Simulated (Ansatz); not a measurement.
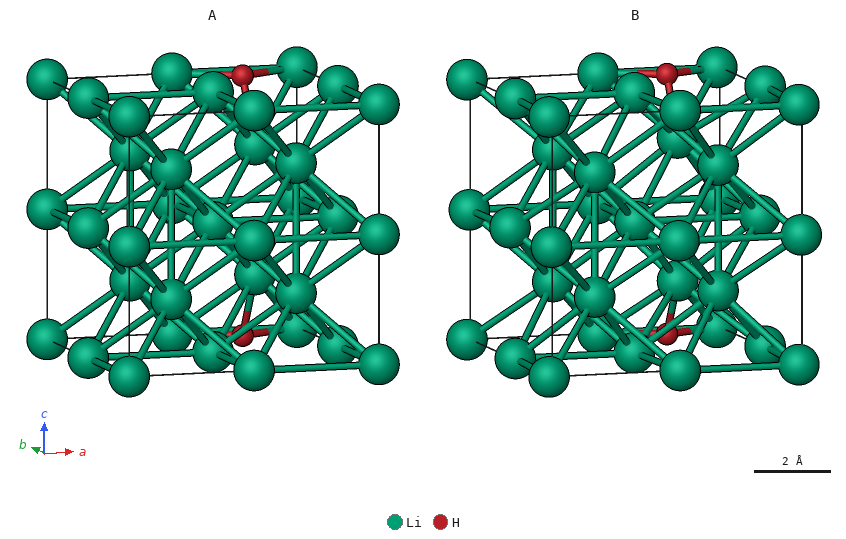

Two geometries of a defect cell of composition Li16H, drawn at one scale. One is the start of a relaxation, the other its converged end. The picture is a ball-and-stick view of the cell of the calculation, seen slightly off an axis.

Theory: Ansatz 0.2.0, DFT PBEsol, scalar-relativistic, plane waves, PAW. Set-up: plane-wave cutoff 420 eV; k-point mesh 3 × 3 × 3; occupations fermi dirac; smearing width 0.1 eV; no spin polarisation; atoms relaxed in a fixed cell; force threshold 0.03 eV/Å; at most 60 steps.

Question: Which one is relaxed?

Answer: Structure B is the relaxed one. It is an interstitial H in bcc Li. The run prepares an end point of a later path (interstitial hop) calculation, from a guessed geometry. The energy falls by 59.6 meV per cell of the calculation in 5 geometry steps. The largest force component goes from 0.21 to 0.019 eV/Å. The largest moves, 0.17 Å, are those of Li atoms. Largest moves by element: Li 0.17 Å, H 0.07 Å. The cell stays as it was. Some distances before and after: Li–Li 3.490 → 3.145 Å, Li–Li 3.490 → 3.316 Å, H–Li 1.999 → 1.831 Å, Li–Li 3.022 → 2.856 Å. Bond angles that change, for instance: Li–H–Li 124.1° → 117.9°, Li–H–Li 99.3° → 103.5°.

Limits of the set-up: the periodic images lie only 7.0 Å apart, so the values are limited by the cell's size.
